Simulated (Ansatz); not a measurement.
# Geometry relaxation, with input and output: TaSi$_{2}$ (part 1 of 3)

System: TaSi$_{2}$ (slab, 15 atoms in the cell).
Method: DFT PBEsol, scalar-relativistic, plane waves, PAW, no spin polarisation (Ansatz 0.2.0).

The structure derives from an entry of the Crystallography Open Database. It belongs to a series of runs on one base structure; here: (0 0 1) slab, atoms relaxed.

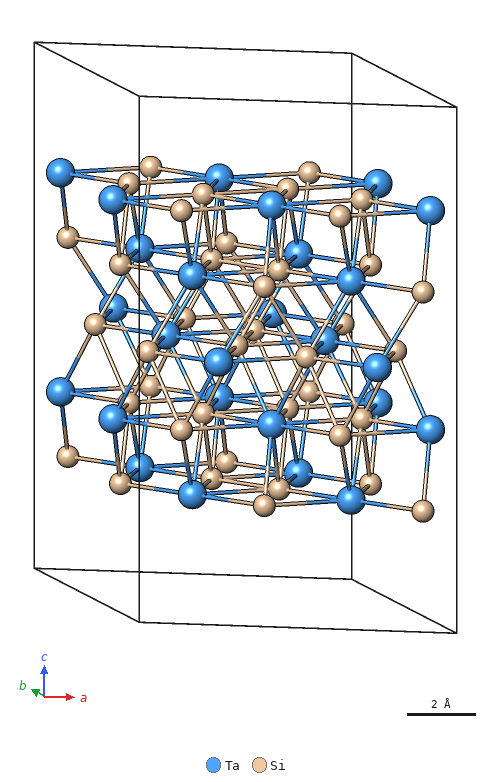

Fig. 1: The input geometry (ball-and-stick view of the 2 × 2 repeat of the cell, with the vacuum cut short, seen slightly off an axis). An atom can appear more than once, as a periodic image.

### Input file
```yaml
crystal:
  lattice:
    - [4.76085954, 0.0, 0.0]
    - [-2.38042977, 4.1230253055, 0.0]
    - [0.0, 0.0, 23.7410454765]
  atoms:
    - { symbol: Ta, position: [0.5, 0.5, 0.3159085815] }
    - { symbol: Si, position: [0.1592675414, 0.8407324586, 0.3159085815] }
    - { symbol: Si, position: [0.8407324586, 0.1592675414, 0.3159085815] }
    - { symbol: Ta, position: [0.0, 0.5, 0.4079542908] }
    - { symbol: Si, position: [0.6814649172, 0.8407324586, 0.4079542908] }
    - { symbol: Si, position: [0.3185350828, 0.1592675414, 0.4079542908] }
    - { symbol: Ta, position: [0.5, 0.0, 0.5] }
    - { symbol: Si, position: [0.8407324586, 0.6814649172, 0.5] }
    - { symbol: Si, position: [0.1592675414, 0.3185350828, 0.5] }
    - { symbol: Ta, position: [0.5, 0.5, 0.5920457092] }
    - { symbol: Si, position: [0.1592675414, 0.8407324586, 0.5920457092] }
    - { symbol: Si, position: [0.8407324586, 0.1592675414, 0.5920457092] }
    - { symbol: Ta, position: [0.0, 0.5, 0.6840914185] }
    - { symbol: Si, position: [0.6814649172, 0.8407324586, 0.6840914185] }
    - { symbol: Si, position: [0.3185350828, 0.1592675414, 0.6840914185] }
basis:
  ecutwfc: 420
kpoints:
  mp_grid: { grid: [9, 9, 1] }
hamiltonian:
  xc: pbesol
scf:
  occupations: { method: gaussian, width: 0.1 }
output:
  forces: true
  eigenvalues: true
relax:
  adjacent_minimum: "off"
  f_tol: 0.02
  max_steps: 60
efield:
  axis: 3
  dipole_correction: true
  ramp_width: 0.04
```

Run on 2 threads of Arm Neoverse N1, 24 GiB of memory available, shared host.

Launch command:
```bash
ansatz run input.yaml --threads 2 --pin off --max-ram 5120MiB --backend cpu --events-out ev --progress --plain --runs-dir out
```

### Output
```
Engine: ansatz 0.2.0, aarch64-unknown-linux-gnu
Pseudopotentials: kind: paw
Pseudopotential: Ta, paw, valence charge 13, recommended cutoff 420 eV (normal), Ta.paw.azcp
Pseudopotential: Si, paw, valence charge 4, recommended cutoff 420 eV (normal), Si.paw.azcp
Functional definition: PBEsol
  exchange = pbesol_x
  correlation = pbesol_c
Crystal: 15 atoms, lattice volume = 466.016 Å³
Basis set: ecut = 420 eV, 9013 PW (Γ), exchange–correlation on 64×64×320 points (8 copies of the dense FFT grid, shifted against one another)
Bands: 68, of which v1, the nominal top of the filled ones, is band 53 counted from 1 (52 counted from 0)
Symmetry: 2 space group operations
k-points: 41 of 81
Non-local potential: Ta, projectors of the file, l = 0: 3, l = 1: 2, l = 2: 2, l = 3: 1
Non-local potential: Si, projectors of the file, l = 0: 2, l = 1: 2, l = 2: 2
PAW form: soft (Blöchl's): semilocal exchange-correlation on the pseudo side does not see the compensation charge
PAW frozen core: Ta, regenerated for the run's functional, and the local potential with it (the file was generated under x = pbe(κ = 0.804, μ = 0.2195149727645171), c = pbe(β = 0.06672455060314922))
PAW frozen core: Si, regenerated for the run's functional, and the local potential with it (the file was generated under x = pbe(κ = 0.804, μ = 0.2195149727645171), c = pbe(β = 0.06672455060314922))
PAW one-centre angular grid: Ta, 590 points (default); XC on 64 Gauss nodes
PAW one-centre angular grid: Si, 110 points (default); XC on 64 Gauss nodes
Initial density: superposition of atomic densities (neutral atoms: chi_scale 0, normalization atom), corrected by the library's trained network
Initial wavefunctions: pseudopotential atomic-orbital guess
Functional: x = pbesol(κ = 0.804, μ = 0.12345679012345678), c = pbesol(β = 0.046)
SCF iter   1: F=—  HF=-55249.572948 eV  |F-HF|=—  |Δ(HF+E_count)|=         —  Δρ=5.83e-3  dr2=1.15e0  ethr=1.77e-3  p=0.000 e·Å  D=4.08e-14 V/Å  ΔV_dip=-0.00 eV  dr2_dipole=3.03e-8  V_vac-E_F(+/−)=4.25/4.25 eV  ⟨swp⟩=11.1  Hψ=16702  notcnv=0  defer=2
efield: sawtooth ramp at fractional position 0.9800 (placed from the atoms, in the widest stretch of the axis that holds none; the zero of the levels goes with the place), width 0.0400; the density the first Hamiltonian is built on has a dipole p = 0.000 e·Å; the dipole correction subtracts the counter field D = 4.08e-14 V/Å, which shifts the + side's vacuum level by -0.00 eV against the − side's; the planar-averaged density in the ramp window peaks in size at 5.3e-5 e/Å³
preconditioner: auto → LDOS  [metal: Δε(μ)=0.009 eV  Ē_g=6.636 eV  σ=0.100 eV  W_gap=0.05  n_scr=82 (ndim 8)  ℏωp=13.9 eV  f_vac=0.457  D(μ)=11.37/eV (n_scr^D=80)  β→1.0]
SCF iter   2: F=—  HF=-55249.497135 eV  |F-HF|=—  |Δ(HF+E_count)|=   7.58e-2  Δρ=2.47e-3  dr2=3.83e-2  ethr=1.10e-3  p=-0.000 e·Å  D=-6.04e-6 V/Å  ΔV_dip=0.00 eV  dr2_dipole=2.60e-7  V_vac-E_F(+/−)=4.16/4.16 eV  ⟨swp⟩=2.1  Hψ=3517  notcnv=0  defer=262
SCF iter   3: F=—  HF=-55249.498238 eV  |F-HF|=—  |Δ(HF+E_count)|=   1.10e-3  Δρ=1.11e-3  dr2=1.25e-2  ethr=3.64e-5  p=-0.000 e·Å  D=-1.33e-6 V/Å  ΔV_dip=0.00 eV  dr2_dipole=3.51e-8  V_vac-E_F(+/−)=4.16/4.16 eV  ⟨swp⟩=3.2  Hψ=5266  notcnv=0  defer=277
SCF iter   4: F=—  HF=-55249.495395 eV  |F-HF|=—  |Δ(HF+E_count)|=   2.84e-3  Δρ=2.83e-4  dr2=5.48e-4  ethr=1.19e-5  p=-0.000 e·Å  D=-1.53e-6 V/Å  ΔV_dip=0.00 eV  dr2_dipole=9.87e-9  V_vac-E_F(+/−)=4.14/4.14 eV  ⟨swp⟩=2.1  Hψ=3802  notcnv=0  defer=277
SCF iter   5: F=—  HF=-55249.495549 eV  |F-HF|=—  |Δ(HF+E_count)|=   1.54e-4  Δρ=9.25e-5  dr2=8.83e-5  ethr=5.22e-7  p=-0.000 e·Å  D=-6.60e-7 V/Å  ΔV_dip=0.00 eV  dr2_dipole=7.76e-10  V_vac-E_F(+/−)=4.14/4.14 eV  ⟨swp⟩=2.3  Hψ=4540  notcnv=0  defer=230
iter 6 did not close the SCF: its close was put off until two iterations running show no level that it waits for move by more than its bar (scf_convergence_deferred on its scf_iter line)
SCF iter   6: F=-55249.495544 eV  HF=-55249.495549 eV  |F-HF|=4.25e-6  |Δ(HF+E_count)|=   4.42e-7  Δρ=2.92e-5  dr2=7.62e-6  ethr=9.52e-9  p=-0.000 e·Å  D=-4.08e-7 V/Å  ΔV_dip=0.00 eV  dr2_dipole=2.18e-10  V_vac-E_F(+/−)=4.14/4.14 eV  ⟨swp⟩=20.1  Hψ=18953  notcnv=0
iter 7 did not close the SCF: its close was put off until two iterations running show no level that it waits for move by more than its bar (scf_convergence_deferred on its scf_iter line)
SCF iter   7: F=-55249.495549 eV  HF=-55249.495549 eV  |F-HF|=2.75e-7  |Δ(HF+E_count)|=   2.55e-7  Δρ=6.68e-6  dr2=5.75e-7  ethr=7.25e-9  p=-0.000 e·Å  D=-6.26e-8 V/Å  ΔV_dip=0.00 eV  dr2_dipole=2.64e-11  V_vac-E_F(+/−)=4.14/4.14 eV  ⟨swp⟩=7.0  Hψ=11459  notcnv=0
SCF iter   8: F=-55249.495549 eV  HF=-55249.495549 eV  |F-HF|=2.28e-8  |Δ(HF+E_count)|=   1.06e-7  Δρ=1.85e-6  dr2=2.86e-8  ethr=5.48e-10  p=-0.000 e·Å  D=-1.05e-7 V/Å  ΔV_dip=0.00 eV  dr2_dipole=1.77e-13  V_vac-E_F(+/−)=4.14/4.14 eV  ⟨swp⟩=4.1  Hψ=8243  notcnv=0
SCF 1 converged in 8 iterations: F = -55249.495549 eV  dr2 = 2.86e-8
  greatest PAW one-centre occupation: 1.000 electrons in one spin orbital (limit 2), on the Ta atom at site 6 (counted from 0), in its partial waves of l = 0
relax step   1: F+E_penalty+E_count = -55249.49554911 eV  Δ(F+E_penalty+E_count) = +0.000e0 eV  max|allowed force component| = 1.235e0 eV/Å  Δτ_max = 0.0000 Å  (8 SCF iters, dr2 threshold 1.00e-5 eV, accepted)
Initial density: handed on by an earlier stage of this run
Initial wavefunctions: those handed on with the density
iter 1 solved again at ethr=4.78e-4 eV; its pass at ethr=3.10e-3 eV (dr2=5.02e-1 eV) is discarded
SCF iter   1: F=—  HF=-55249.729643 eV  |F-HF|=—  |Δ(HF+E_count)|=         —  Δρ=7.93e-3  dr2=5.25e-1  ethr=4.78e-4  p=-0.000 e·Å  D=-1.05e-7 V/Å  ΔV_dip=0.00 eV  dr2_dipole=8.85e-8  V_vac-E_F(+/−)=4.28/4.28 eV  ⟨swp⟩=2.2  Hψ=10795  notcnv=0  defer=335
efield: sawtooth ramp at fractional position 0.9800 (handed on by an earlier solve), width 0.0400; the density the first Hamiltonian is built on has a dipole p = -0.000 e·Å; the dipole correction subtracts the counter field D = -1.05e-7 V/Å, which shifts the + side's vacuum level by +0.00 eV against the − side's; the planar-averaged density in the ramp window peaks in size at 3.5e-6 e/Å³
preconditioner: auto → LDOS  [metal: Δε(μ)=0.020 eV  Ē_g=6.718 eV  σ=0.100 eV  W_gap=0.11  n_scr=82 (ndim 8)  ℏωp=13.9 eV  f_vac=0.460  D(μ)=10.49/eV (n_scr^D=80)  β→1.0]
SCF iter   2: F=—  HF=-55249.679408 eV  |F-HF|=—  |Δ(HF+E_count)|=   5.02e-2  Δρ=3.88e-3  dr2=1.66e-1  ethr=4.78e-4  p=0.000 e·Å  D=3.15e-6 V/Å  ΔV_dip=-0.00 eV  dr2_dipole=2.23e-7  V_vac-E_F(+/−)=4.25/4.25 eV  ⟨swp⟩=3.0  Hψ=4638  notcnv=0  defer=335
SCF iter   3: F=—  HF=-55249.640721 eV  |F-HF|=—  |Δ(HF+E_count)|=   3.87e-2  Δρ=1.30e-3  dr2=1.91e-2  ethr=1.58e-4  p=0.000 e·Å  D=1.33e-6 V/Å  ΔV_dip=-0.00 eV  dr2_dipole=1.31e-8  V_vac-E_F(+/−)=4.30/4.30 eV  ⟨swp⟩=2.3  Hψ=4733  notcnv=0  defer=339
SCF iter   4: F=—  HF=-55249.638720 eV  |F-HF|=—  |Δ(HF+E_count)|=   2.00e-3  Δρ=4.33e-4  dr2=2.35e-3  ethr=1.82e-5  p=0.000 e·Å  D=1.32e-6 V/Å  ΔV_dip=-0.00 eV  dr2_dipole=1.87e-9  V_vac-E_F(+/−)=4.31/4.31 eV  ⟨swp⟩=2.7  Hψ=5416  notcnv=0  defer=339
SCF iter   5: F=—  HF=-55249.638886 eV  |F-HF|=—  |Δ(HF+E_count)|=   1.66e-4  Δρ=1.27e-4  dr2=1.31e-4  ethr=2.23e-6  p=0.000 e·Å  D=4.91e-7 V/Å  ΔV_dip=-0.00 eV  dr2_dipole=3.67e-11  V_vac-E_F(+/−)=4.33/4.33 eV  ⟨swp⟩=2.2  Hψ=3864  notcnv=0  defer=339
SCF iter   6: F=-55249.638900 eV  HF=-55249.638901 eV  |F-HF|=1.53e-6  |Δ(HF+E_count)|=   1.55e-5  Δρ=3.92e-5  dr2=1.11e-5  ethr=9.07e-8  p=0.000 e·Å  D=2.15e-7 V/Å  ΔV_dip=-0.00 eV  dr2_dipole=4.28e-12  V_vac-E_F(+/−)=4.33/4.33 eV  ⟨swp⟩=19.0  Hψ=20674  notcnv=0
SCF 2 converged in 6 iterations: F = -55249.638900 eV  dr2 = 1.11e-5
relax step   2: F+E_penalty+E_count = -55249.63889973 eV  Δ(F+E_penalty+E_count) = -1.434e-1 eV  max|allowed force component| = 1.284e0 eV/Å  Δτ_max = 0.1693 Å  (6 SCF iters, dr2 threshold 9.53e-5 eV, accepted)
SCF iter   1: F=—  HF=-55249.779401 eV  |F-HF|=—  |Δ(HF+E_count)|=         —  Δρ=3.72e-3  dr2=1.86e-1  ethr=9.36e-4  p=0.000 e·Å  D=2.15e-7 V/Å  ΔV_dip=-0.00 eV  dr2_dipole=1.71e-9  V_vac-E_F(+/−)=4.29/4.29 eV  ⟨swp⟩=4.9  Hψ=5899  notcnv=0  defer=340
efield: sawtooth ramp at fractional position 0.9800 (handed on by an earlier solve), width 0.0400; the density the first Hamiltonian is built on has a dipole p = 0.000 e·Å; the dipole correction subtracts the counter field D = 2.15e-7 V/Å, which shifts the + side's vacuum level by -0.00 eV against the − side's; the planar-averaged density in the ramp window peaks in size at 2.1e-6 e/Å³
preconditioner: auto → LDOS  [metal: Δε(μ)=0.005 eV  Ē_g=6.642 eV  σ=0.100 eV  W_gap=0.03  n_scr=82 (ndim 8)  ℏωp=13.9 eV  f_vac=0.453  D(μ)=12.58/eV (n_scr^D=94)  β→1.0]
SCF iter   2: F=—  HF=-55249.764719 eV  |F-HF|=—  |Δ(HF+E_count)|=   1.47e-2  Δρ=1.91e-3  dr2=5.75e-2  ethr=1.77e-4  p=0.000 e·Å  D=3.61e-7 V/Å  ΔV_dip=-0.00 eV  dr2_dipole=9.80e-10  V_vac-E_F(+/−)=4.31/4.31 eV  ⟨swp⟩=2.1  Hψ=5402  notcnv=0  defer=338
SCF iter   3: F=—  HF=-55249.755951 eV  |F-HF|=—  |Δ(HF+E_count)|=   8.77e-3  Δρ=7.16e-4  dr2=9.68e-3  ethr=5.47e-5  p=-0.000 e·Å  D=-3.52e-7 V/Å  ΔV_dip=0.00 eV  dr2_dipole=2.60e-10  V_vac-E_F(+/−)=4.29/4.29 eV  ⟨swp⟩=2.0  Hψ=4416  notcnv=0  defer=338
SCF iter   4: F=—  HF=-55249.754660 eV  |F-HF|=—  |Δ(HF+E_count)|=   1.29e-3  Δρ=2.42e-4  dr2=1.18e-3  ethr=9.22e-6  p=0.000 e·Å  D=2.42e-7 V/Å  ΔV_dip=-0.00 eV  dr2_dipole=4.17e-14  V_vac-E_F(+/−)=4.29/4.29 eV  ⟨swp⟩=2.7  Hψ=4936  notcnv=0  defer=338
SCF iter   5: F=-55249.754539 eV  HF=-55249.754569 eV  |F-HF|=3.03e-5  |Δ(HF+E_count)|=   9.03e-5  Δρ=6.80e-5  dr2=5.01e-5  ethr=9.52e-8  p=-0.000 e·Å  D=-1.84e-8 V/Å  ΔV_dip=0.00 eV  dr2_dipole=2.93e-11  V_vac-E_F(+/−)=4.28/4.28 eV  ⟨swp⟩=17.8  Hψ=19269  notcnv=0
SCF 3 converged in 5 iterations: F = -55249.754539 eV  dr2 = 5.01e-5
relax step   3: F+E_penalty+E_count = -55249.75453902 eV  Δ(F+E_penalty+E_count) = -1.156e-1 eV  max|allowed force component| = 1.798e-1 eV/Å  Δτ_max = 0.0842 Å  (5 SCF iters, dr2 threshold 1.00e-4 eV, accepted)
SCF iter   1: F=—  HF=-55249.775508 eV  |F-HF|=—  |Δ(HF+E_count)|=         —  Δρ=1.46e-3  dr2=2.05e-2  ethr=3.13e-4  p=-0.000 e·Å  D=-1.84e-8 V/Å  ΔV_dip=0.00 eV  dr2_dipole=1.20e-10  V_vac-E_F(+/−)=4.27/4.27 eV  ⟨swp⟩=2.1  Hψ=4708  notcnv=0  defer=344
efield: sawtooth ramp at fractional position 0.9800 (handed on by an earlier solve), width 0.0400; the density the first Hamiltonian is built on has a dipole p = -0.000 e·Å; the dipole correction subtracts the counter field D = -1.84e-8 V/Å, which shifts the + side's vacuum level by +0.00 eV against the − side's; the planar-averaged density in the ramp window peaks in size at 2.9e-6 e/Å³
preconditioner: auto → LDOS  [metal: Δε(μ)=0.009 eV  Ē_g=6.636 eV  σ=0.100 eV  W_gap=0.05  n_scr=82 (ndim 8)  ℏωp=13.9 eV  f_vac=0.453  D(μ)=12.57/eV (n_scr^D=94)  β→1.0]
SCF iter   2: F=—  HF=-55249.773314 eV  |F-HF|=—  |Δ(HF+E_count)|=   2.19e-3  Δρ=1.09e-3  dr2=1.15e-2  ethr=1.95e-5  p=-0.000 e·Å  D=-2.91e-7 V/Å  ΔV_dip=0.00 eV  dr2_dipole=3.89e-12  V_vac-E_F(+/−)=4.27/4.27 eV  ⟨swp⟩=3.0  Hψ=5967  notcnv=0  defer=344
SCF iter   3: F=—  HF=-55249.770461 eV  |F-HF|=—  |Δ(HF+E_count)|=   2.85e-3  Δρ=1.99e-4  dr2=3.98e-4  ethr=1.10e-5  p=-0.000 e·Å  D=-2.10e-7 V/Å  ΔV_dip=0.00 eV  dr2_dipole=1.77e-12  V_vac-E_F(+/−)=4.27/4.27 eV  ⟨swp⟩=2.0  Hψ=3643  notcnv=0  defer=344
SCF iter   4: F=—  HF=-55249.770775 eV  |F-HF|=—  |Δ(HF+E_count)|=   3.14e-4  Δρ=6.58e-5  dr2=4.71e-5  ethr=3.79e-7  p=0.000 e·Å  D=1.33e-7 V/Å  ΔV_dip=-0.00 eV  dr2_dipole=1.02e-11  V_vac-E_F(+/−)=4.27/4.27 eV  ⟨swp⟩=3.1  Hψ=5238  notcnv=0  defer=344
SCF iter   5: F=—  HF=-55249.770771 eV  |F-HF|=—  |Δ(HF+E_count)|=   3.87e-6  Δρ=2.46e-5  dr2=4.80e-6  ethr=4.49e-8  p=0.000 e·Å  D=7.62e-8 V/Å  ΔV_dip=-0.00 eV  dr2_dipole=2.71e-12  V_vac-E_F(+/−)=4.26/4.26 eV  ⟨swp⟩=2.0  Hψ=3588  notcnv=0  defer=344
SCF iter   6: F=-55249.770771 eV  HF=-55249.770771 eV  |F-HF|=1.04e-7  |Δ(HF+E_count)|=   1.80e-7  Δρ=8.85e-6  dr2=6.09e-7  ethr=1.92e-9  p=0.000 e·Å  D=4.50e-8 V/Å  ΔV_dip=-0.00 eV  dr2_dipole=1.45e-13  V_vac-E_F(+/−)=4.26/4.26 eV  ⟨swp⟩=18.0  Hψ=16811  notcnv=0
SCF 4 converged in 6 iterations: F = -55249.770771 eV  dr2 = 6.09e-7
```
